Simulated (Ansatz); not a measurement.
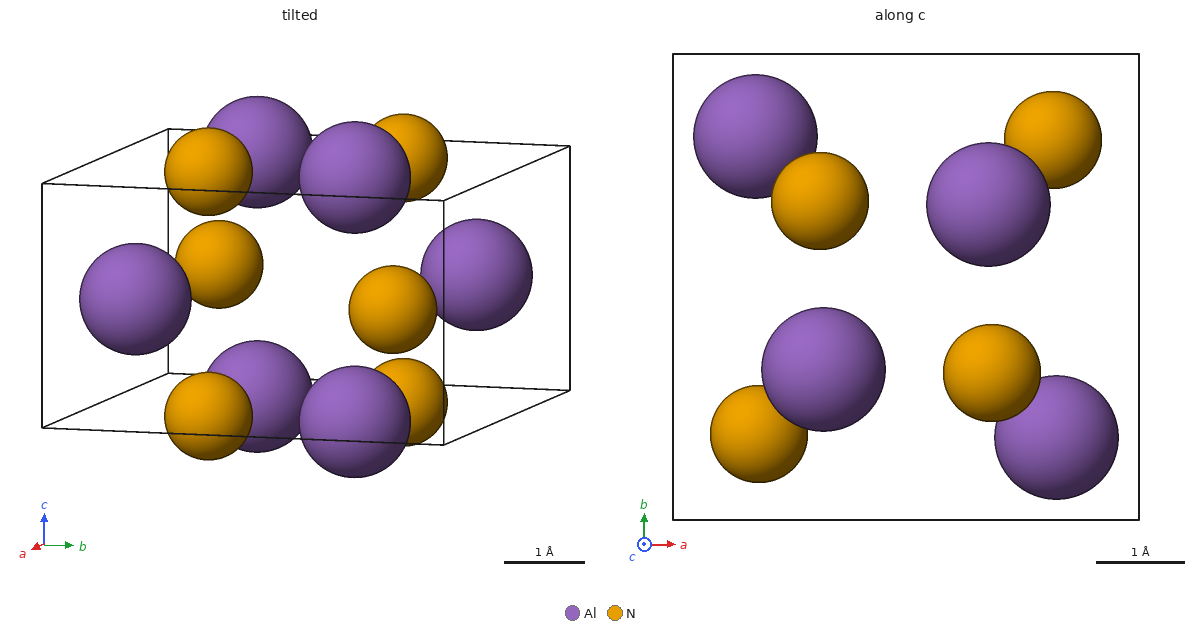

The crystal in a spheres-only representation, seen slightly off an axis and along the c axis. The conventional unit cell is drawn as a box. Cell: a = 5.33 Å, b = 5.33 Å, c = 3.12 Å, α = 90.00°, β = 90.00°, γ = 90.00°.

Provenance: a structure type filled with these elements by a generator (whether the compound takes this form wasn't checked). Earlier steps of the study may have refined or changed the cell and positions. A calculation with Ansatz used it as input.

> Characterise what is shown.

This is AlN. It takes space group P4_2/mnm (No. 136) on a primitive tetragonal lattice. Atoms per cell: 8 (4 Al, 4 N). Al bonds to four N in a distorted tetrahedral arrangement at about 1.9 Å. The N atoms are each bonded to four Al in a distorted tetrahedral arrangement at about 1.9 Å.

Calculation details: DFT PBE, scalar-relativistic, plane waves, PAW (Ansatz 0.2.0); wavefunction cutoff 420 eV, k-grid 4×4×8, Gaussian smearing of 0.02 eV, no spin polarisation.

> Is the electronic structure metallic or gapped?

An insulator at this level, with a gap of 3.73 eV, indirect.

> What Bader charges do the atoms carry?

Al +2.43 e; N -2.43 e.

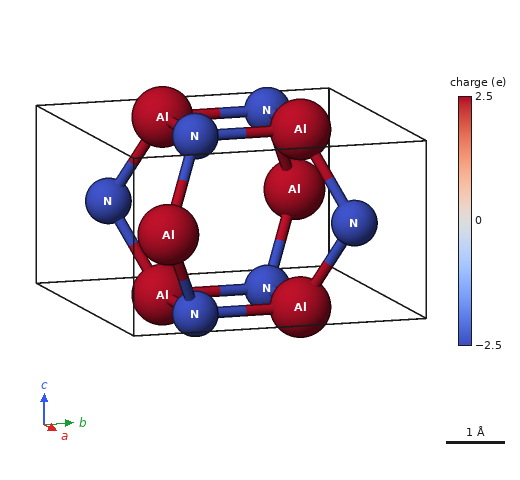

The atoms coloured by those charges. The run's cell of 8 atoms is drawn.

> Can this geometry be taken as optimised?

Yes. All forces vanish to within 0.01 eV/Å. The pressure is 0.0 GPa, close to zero.
